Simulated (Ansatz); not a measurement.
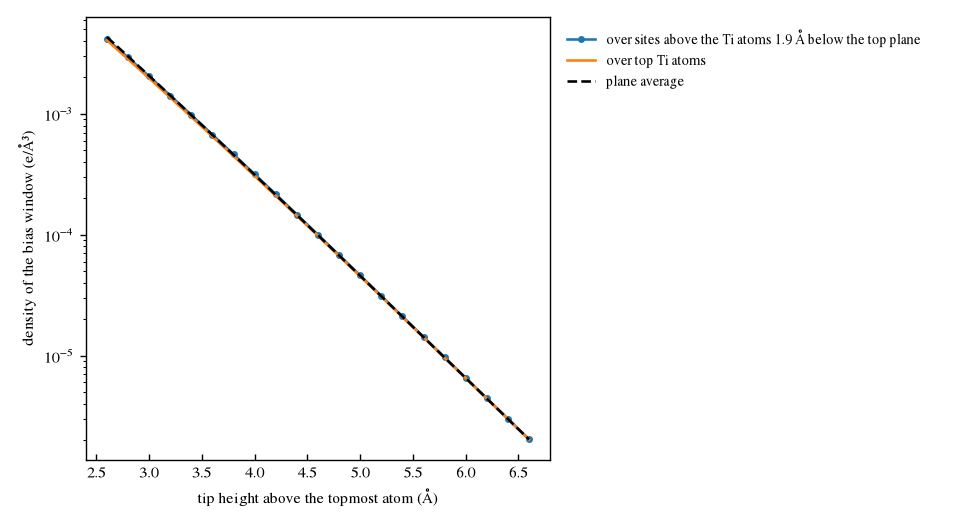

Approach curves over Ti(100) (Fm-3m bulk, 6 atomic planes (those closer than 0.6 Å count as one), 10 Å) at a sample bias of +1.50 V.

Images follow the Tersoff–Hamann model: the current is the local density of the sample's states between the Fermi level and the bias, at the tip's centre. Bias windows are sharp sums over the levels of the k mesh.

Theory: Ansatz, DFT PBE, scalar-relativistic, plane waves, PAW. Cutoff 420 eV, 20 × 20 k-points, Gaussian smearing 0.1 eV, dipole correction. The slab is a cut without reconstruction beyond its cell, at the source's lattice constants, with its lower half held fixed and the rest relaxed. Relaxation changes the spacing of inner planes by up to 8 %, all the same way; the held half keeps the source's spacing. This isn't the element's usual hcp form. No spin polarisation.

```cif
data_structure
_symmetry_space_group_name_H-M 'P 1'
_symmetry_Int_Tables_number 1
_cell_length_a 2.8709
_cell_length_b 2.8709
_cell_length_c 30.1500
_cell_angle_alpha 90.000
_cell_angle_beta 90.000
_cell_angle_gamma 90.000
_cell_volume 248.49
loop_
_atom_site_label
_atom_site_type_symbol
_atom_site_fract_x
_atom_site_fract_y
_atom_site_fract_z
_atom_site_occupancy
Ti1 Ti 0.50000 0.50000 0.33167 1
Ti2 Ti 0.00000 0.00000 0.39900 1
Ti3 Ti 0.50000 0.50000 0.46633 1
Ti4 Ti 0.00000 0.00000 0.53733 1
Ti5 Ti 0.50000 0.50000 0.60982 1
Ti6 Ti 0.00000 0.00000 0.67319 1
```

The last single point, restarted from the relaxation's density, took 78 s on 4 threads of Arm Neoverse N1, with other jobs on the host, peak memory 1.1 GiB.

Q: How fast does the current decay, and what apparent barrier height does that imply?

A: Near 4 Å the plane average falls as exp(−1.90 z/Å), a factor of 6.7 per ångström, which gives an apparent barrier of 3.5 eV (0.952 eV Å² times the slope squared). The vacuum level lies 4.16 eV above zero bias. The upper edge of the window lies 2.66 eV under it. The apparent barrier is above 2.66 eV. At 4 Å the 0.50 eV of states nearest the upper edge carry 48 % of the density.
